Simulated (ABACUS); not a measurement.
# V: band-structure run (part 2 of 2)

V (Im-3m, 1 atom in the cell); Kohn-Sham DFT of a periodic cell, PBE, SG15 ONCV 1.2 PBE, spin-polarised (ABACUS 3.10.1); cutoff 1360.57 eV, 11×11×11 k-mesh, fermi-dirac of 0.05 eV, collinear spins. The structure derives from an entry of the Crystallography Open Database. The settings are looser than a standard set-up, so the numbers are not reference values.

Geometry of the input (Å; fractional positions):
```
2.6229  0.0000  0.0000
-0.8743  2.4729  0.0000
-0.8743  -1.2365  2.1416
V  0.0000  0.0000  0.0000
```

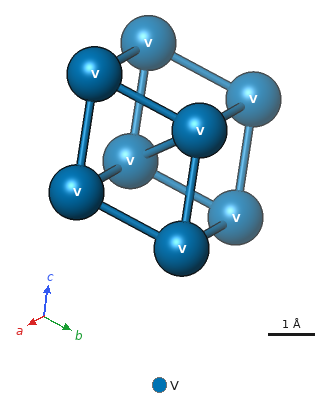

Fig. 1: The structure as given in the input (ball-and-stick view of the cell of the calculation, seen slightly off an axis).

Output, continued
```
 LCAO ALGORITHM --------------- ION=   1  ELEC=   4--------------------------------
          total magnetism (Bohr mag/cell) = 0.038615
       absolute magnetism (Bohr mag/cell) = 0.0386152
                        nelec for spin up = 6.51931
                      nelec for spin down = 6.48069

 Density error is 0.0056530168819
----------------------------------------------------------
     Energy           Rydberg                 eV
----------------------------------------------------------
 E_KohnSham     -142.1038019974      -1933.4214146285
 E_Harris       -142.0039007027      -1932.0621877829
 E_Fermi        1.3418291395         18.2565220396
----------------------------------------------------------

 LCAO ALGORITHM --------------- ION=   1  ELEC=   5--------------------------------
          total magnetism (Bohr mag/cell) = -0.0213597
       absolute magnetism (Bohr mag/cell) = 0.0213597
                        nelec for spin up = 6.48932
                      nelec for spin down = 6.51068

 Density error is 0.00179429410723
----------------------------------------------------------
     Energy           Rydberg                 eV
----------------------------------------------------------
 E_KohnSham     -142.1039270944      -1933.4231166609
 E_Harris       -142.0958931494      -1933.3138092313
 E_Fermi        1.3470350460         18.3273520315
----------------------------------------------------------

 LCAO ALGORITHM --------------- ION=   1  ELEC=   6--------------------------------
          total magnetism (Bohr mag/cell) = -5.95626e-05
       absolute magnetism (Bohr mag/cell) = 0.000787207
                        nelec for spin up = 6.49997
                      nelec for spin down = 6.50003

 Density error is 0.00029498356099
----------------------------------------------------------
     Energy           Rydberg                 eV
----------------------------------------------------------
 E_KohnSham     -142.1039416464      -1933.4233146504
 E_Harris       -142.1097679810      -1933.5025859997
 E_Fermi        1.3477971715         18.3377212805
----------------------------------------------------------

 LCAO ALGORITHM --------------- ION=   1  ELEC=   7--------------------------------
          total magnetism (Bohr mag/cell) = 0.00100604
       absolute magnetism (Bohr mag/cell) = 0.00100604
                        nelec for spin up = 6.5005
                      nelec for spin down = 6.4995

 Density error is 0.000152488264482
----------------------------------------------------------
     Energy           Rydberg                 eV
----------------------------------------------------------
 E_KohnSham     -142.1039417410      -1933.4233159376
 E_Harris       -142.1075684992      -1933.4726605141
 E_Fermi        1.3476702808         18.3359948441
----------------------------------------------------------

 LCAO ALGORITHM --------------- ION=   1  ELEC=   8--------------------------------
          total magnetism (Bohr mag/cell) = 0.000657405
       absolute magnetism (Bohr mag/cell) = 0.000657405
                        nelec for spin up = 6.50033
                      nelec for spin down = 6.49967

 Density error is 0.000129190246496
----------------------------------------------------------
     Energy           Rydberg                 eV
----------------------------------------------------------
 E_KohnSham     -142.1039416321      -1933.4233144553
 E_Harris       -142.1071256867      -1933.4666357408
 E_Fermi        1.3476446346         18.3356459101
----------------------------------------------------------

 LCAO ALGORITHM --------------- ION=   1  ELEC=   9--------------------------------
          total magnetism (Bohr mag/cell) = -0.000574649
       absolute magnetism (Bohr mag/cell) = 0.000574651
                        nelec for spin up = 6.49971
                      nelec for spin down = 6.50029

 Density error is 3.30987905187e-05
----------------------------------------------------------
     Energy           Rydberg                 eV
----------------------------------------------------------
 E_KohnSham     -142.1039416962      -1933.4233153281
 E_Harris       -142.1040467460      -1933.4247446037
 E_Fermi        1.3474667265         18.3332253462
----------------------------------------------------------

 LCAO ALGORITHM --------------- ION=   1  ELEC=  10--------------------------------
          total magnetism (Bohr mag/cell) = -0.000136302
       absolute magnetism (Bohr mag/cell) = 0.000136302
                        nelec for spin up = 6.49993
                      nelec for spin down = 6.50007

 Density error is 9.00713182946e-06
----------------------------------------------------------
     Energy           Rydberg                 eV
----------------------------------------------------------
 E_KohnSham     -142.1039417028      -1933.4233154177
 E_Harris       -142.1039143161      -1933.4229428031
 E_Fermi        1.3474591942         18.3331228633
----------------------------------------------------------

 LCAO ALGORITHM --------------- ION=   1  ELEC=  11--------------------------------
          total magnetism (Bohr mag/cell) = -1.11757e-05
       absolute magnetism (Bohr mag/cell) = 1.11759e-05
                        nelec for spin up = 6.49999
                      nelec for spin down = 6.50001

 Density error is 1.86707674302e-06
----------------------------------------------------------
     Energy           Rydberg                 eV
----------------------------------------------------------
 E_KohnSham     -142.1039417032      -1933.4233154228
 E_Harris       -142.1039296527      -1933.4231514679
 E_Fermi        1.3474601358         18.3331356752
----------------------------------------------------------

 LCAO ALGORITHM --------------- ION=   1  ELEC=  12--------------------------------
          total magnetism (Bohr mag/cell) = -5.98708e-06
       absolute magnetism (Bohr mag/cell) = 5.98709e-06
                        nelec for spin up = 6.5
                      nelec for spin down = 6.5

 Density error is 3.81956587769e-07
----------------------------------------------------------
     Energy           Rydberg                 eV
----------------------------------------------------------
 E_KohnSham     -142.1039417034      -1933.4233154257
 E_Harris       -142.1039415234      -1933.4233129776
 E_Fermi        1.3474608689         18.3331456485
----------------------------------------------------------

 LCAO ALGORITHM --------------- ION=   1  ELEC=  13--------------------------------
          total magnetism (Bohr mag/cell) = -2.28083e-08
       absolute magnetism (Bohr mag/cell) = 2.28083e-08
                        nelec for spin up = 6.5
                      nelec for spin down = 6.5

 Density error is 1.63869589626e-08
----------------------------------------------------------
     Energy           Rydberg                 eV
----------------------------------------------------------
 E_KohnSham     -142.1039417032      -1933.4233154230
 E_KS(sigma->0) -142.1035555191      -1933.4180611191
 E_Harris       -142.1039415129      -1933.4233128347
 E_band         -8.6835838917        -118.1462199888
 E_one_elec     -48.5051115833       -659.9458996582
 E_Hartree      31.2062699191        424.5830842261
 E_xc           -17.3456491761       -235.9996643039
 E_Ewald        -107.4586784948      -1462.0503270792
 E_entropy(-TS) -0.0007723682        -0.0105086078
 E_descf        0.0000000000         0.0000000000
 E_exx          0.0000000000         0.0000000000
 E_Fermi        1.3474608709         18.3331456761
----------------------------------------------------------

 charge density convergence is achieved
 final etot is -1933.4233154 eV
 EFERMI = 18.333145676 eV
The vacuum level is 14.400524722 eV

 STATE ENERGY(eV) AND OCCUPATIONS    NSPIN == 2
SPIN UP :
 1/56 kpoint (Cartesian) = 0.0000 0.0000 0.0000 (387 pws)
       1       -44.4538    0.000751315
       2       -18.0144    0.000751315
       3       -18.0144    0.000751315
       4       -18.0144    0.000751315
       5        9.76043    0.000751315
       6        18.5752    5.89106e-06
       7        18.5752    5.89106e-06
       8        18.5752    5.89106e-06
       9        20.6899    2.54391e-24
      10        20.6899    2.54391e-24

 2/56 kpoint (Cartesian) = -0.034659 0.024508 0.0000 (390 pws)
       1       -44.4374     0.00901578
       2       -18.0954     0.00901578
       3       -18.0379     0.00901578
       4       -18.0150     0.00901578
       5        10.0936     0.00901578
       6        18.4231     0.00128083
       7        18.5361    0.000152910
       8        18.8370    3.79228e-07
       9        20.5395    6.18040e-22
      10        20.7062    2.20310e-23

 3/56 kpoint (Cartesian) = -0.069319 0.049016 0.0000 (394 pws)
       1       -44.3932     0.00901578
       2       -18.3086     0.00901578
       3       -18.1003     0.00901578
       4       -18.0165     0.00901578
       5        11.0286     0.00901578
       6        18.0288     0.00899534
       7        18.3231     0.00495967
       8        19.5769    1.41733e-13
       9        20.3420    3.20963e-20
      10        20.7626    7.13210e-24

 4/56 kpoint (Cartesian) = -0.10398 0.073524 0.0000 (393 pws)
       1       -44.3348     0.00901578
       2       -18.5781     0.00901578
       3       -18.1803     0.00901578
       4       -18.0185     0.00901578
       5        12.3488     0.00901578
       6        17.5406     0.00901578
       7        18.0979     0.00893485
       8        20.4080    8.57953e-21
       9        20.6432    7.76346e-23
      10        20.8651    9.18314e-25

 5/56 kpoint (Cartesian) = -0.13864 0.098031 0.0000 (397 pws)
       1       -44.2809     0.00901578
       2       -18.8097     0.00901578
       3       -18.2522     0.00901578
       4       -18.0204     0.00901578
       5        13.5340     0.00901578
       6        17.1175     0.00901578
       7        19.1741    4.47157e-10
       8        20.6572    5.86526e-23
       9        20.9892    7.67750e-26
      10        21.7429    2.17807e-32

 6/56 kpoint (Cartesian) = -0.17330 0.12254 0.0000 (399 pws)
       1       -44.2502     0.00901578
       2       -18.9167     0.00901578
       3       -18.2941     0.00901578
       4       -18.0215     0.00901578
       5        13.9762     0.00901578
       6        16.8767     0.00901578
       7        20.6583    5.73531e-23
       8        21.0771    1.32168e-26
       9        22.4631    1.21013e-38
      10        25.1301    8.26543e-62

[... levels at 106 further k points ...]

-------------------------------------------------
 Total Magnetism (uB)
-------------------------------------------------
                         V1        -0.0000000228
-------------------------------------------------

 correction force for each atom along direction 1 is 3.43871e-15
 correction force for each atom along direction 2 is 4.64726e-15
 correction force for each atom along direction 3 is 1.06571e-14
------------------------------------------------------------------------------------------
 TOTAL-FORCE (eV/Angstrom)
------------------------------------------------------------------------------------------
                        V1         0.0000000000         0.0000000000         0.0000000000
------------------------------------------------------------------------------------------

----------------------------------------------------------------
 TOTAL-STRESS (KBAR)
----------------------------------------------------------------
       -93.8950012360         0.0000000076         0.0000000132
         0.0000000076       -93.8950012314         0.0000000197
         0.0000000132         0.0000000197       -93.8950012113
----------------------------------------------------------------
 TOTAL-PRESSURE: -93.895001 KBAR

 --------------------------------------------
 !FINAL_ETOT_IS -1933.4233154230068976 eV
 --------------------------------------------
```

Standard output
```
ABACUS v3.10.1

               Atomic-orbital Based Ab-initio Computation at UStc

%%%%%%%%%%%%%%%%%%%%%%%%%%%%%%%%%%%%%%%%%%%%%%%%%%%%%%%%%%%%%%%%%%%%%%%%%%%%%%%%%%%%%%%%%%%%%%%%%%%%%%%%%
 Warning: the number of valence electrons in pseudopotential > 5 for V: [Ar] 3d3 4s2
 Pseudopotentials with additional electrons can yield (more) accurate outcomes, but may be less efficient.
 If you're confident that your chosen pseudopotential is appropriate, you can safely ignore this warning.
%%%%%%%%%%%%%%%%%%%%%%%%%%%%%%%%%%%%%%%%%%%%%%%%%%%%%%%%%%%%%%%%%%%%%%%%%%%%%%%%%%%%%%%%%%%%%%%%%%%%%%%%%

 UNIFORM GRID DIM        : 32 * 32 * 32
 UNIFORM GRID DIM(BIG)   : 8 * 8 * 8
 ---------------------------------------------------------
 Self-consistent calculations for electrons
 ---------------------------------------------------------
 SPIN    KPOINTS         PROCESSORS  THREADS     NBASE
 2       112             4           4           10
 ---------------------------------------------------------
 Use Systematically Improvable Atomic bases
 ---------------------------------------------------------
 ELEMENT ORBITALS        NBASE       NATOM       XC
 V       2s1p1d-7au      10          1
 ---------------------------------------------------------
 Initial plane wave basis and FFT box
 ---------------------------------------------------------
 -------------------------------------------
 SELF-CONSISTENT :
 -------------------------------------------
 START CHARGE      : atomic
 ITER      TMAG       AMAG        ETOT/eV          EDIFF/eV         DRHO     TIME/s
 GE1      9.72e-01   9.72e-01  -1.93309856e+03   0.00000000e+00   8.0537e-02   0.19
 GE2      3.08e-01   3.08e-01  -1.93341069e+03  -3.12129681e-01   3.1632e-02   0.19
 GE3      1.82e-01   1.82e-01  -1.93341430e+03  -3.60921016e-03   1.3925e-02   0.19
 GE4      3.86e-02   3.86e-02  -1.93342141e+03  -7.11348169e-03   5.6530e-03   0.18
 GE5     -2.14e-02   2.14e-02  -1.93342312e+03  -1.70203240e-03   1.7943e-03   0.18
 GE6     -5.96e-05   7.87e-04  -1.93342331e+03  -1.97989495e-04   2.9498e-04   0.19
 GE7      1.01e-03   1.01e-03  -1.93342332e+03  -1.28715835e-06   1.5249e-04   0.18
 GE8      6.57e-04   6.57e-04  -1.93342331e+03   1.48227029e-06   1.2919e-04   0.19
 GE9     -5.75e-04   5.75e-04  -1.93342332e+03  -8.72825453e-07   3.3099e-05   0.19
 GE10    -1.36e-04   1.36e-04  -1.93342332e+03  -8.95594571e-08   9.0071e-06   0.18
 GE11    -1.12e-05   1.12e-05  -1.93342332e+03  -5.13959242e-09   1.8671e-06   0.19
 GE12    -5.99e-06   5.99e-06  -1.93342332e+03  -2.91608355e-09   3.8196e-07   0.19
 GE13    -2.28e-08   2.28e-08  -1.93342332e+03   2.73704275e-09   1.6387e-08   0.21
----------------------------------------------------------------
 TOTAL-STRESS (KBAR)
----------------------------------------------------------------
       -93.8950012360         0.0000000076         0.0000000132
         0.0000000076       -93.8950012314         0.0000000197
         0.0000000132         0.0000000197       -93.8950012113
----------------------------------------------------------------
 TOTAL-PRESSURE: -93.895001 KBAR
```

File mulliken.txt
```
 0
CALCULATE THE MULLIkEN ANALYSIS FOR EACH ATOM
 Total charge of spin 1:	6.5
 Total charge of spin 2:	6.5
 Total charge:	13
Decomposed Mulliken populations
0                              Zeta of V              Spin 1              Spin 2                 Sum                Diff
s                                      0              1.0032              1.0032              2.0063              0.0000
s                                      1              0.5453              0.5453              1.0906             -0.0000
SUM OVER M+Zeta                                       1.5485              1.5485              3.0969             -0.0000

pz                                     0              0.9990              0.9990              1.9979             -0.0000
px                                     0              0.9984              0.9984              1.9967             -0.0000
py                                     0              0.9992              0.9992              1.9984             -0.0000
SUM OVER M                                            2.9965              2.9965              5.9931             -0.0000
SUM OVER M+Zeta                                       2.9965              2.9965              5.9931             -0.0000

dz^2                                   0              0.2255              0.2255              0.4510             -0.0000
dxz                                    0              0.4376              0.4376              0.8751             -0.0000
dyz                                    0              0.4946              0.4946              0.9891             -0.0000
dx^2-y^2                               0              0.2438              0.2438              0.4877             -0.0000
dxy                                    0              0.5535              0.5535              1.1070             -0.0000
SUM OVER M                                            1.9550              1.9550              3.9100             -0.0000
SUM OVER M+Zeta                                       1.9550              1.9550              3.9100             -0.0000

SUM OVER M+Zeta+L                                     6.5000              6.5000             13.0000             -0.0000

Total Charge on atom:                  V             13.0000
Total Magnetism on atom:               V             -0.0000
```

Results in brief

| quantity | value |
| --- | --- |
| outcome | converged |
| space group (tolerance 0.01 Å) | Im-3m (229) |
| electrons treated | 13 |
| free energy | −1933.4233 eV |
| Fermi energy of the self-consistent step | 18.333 eV |
| gap on the k-point mesh | none (metallic) |
| net moment of the cell | 0.00 μB |
| integrated absolute moment | 0.00 μB |
| pressure | −9.39 GPa |
| largest force (length of the vector) | under 0.001 eV/Å |
| wall time | 3.7 s (CPU time 13 s) |
| peak memory | 0.36 GiB |

The settings depart from the standard set-up of this series, which can bear on the numbers. Points of doubt noted for this run: home made orbitals.
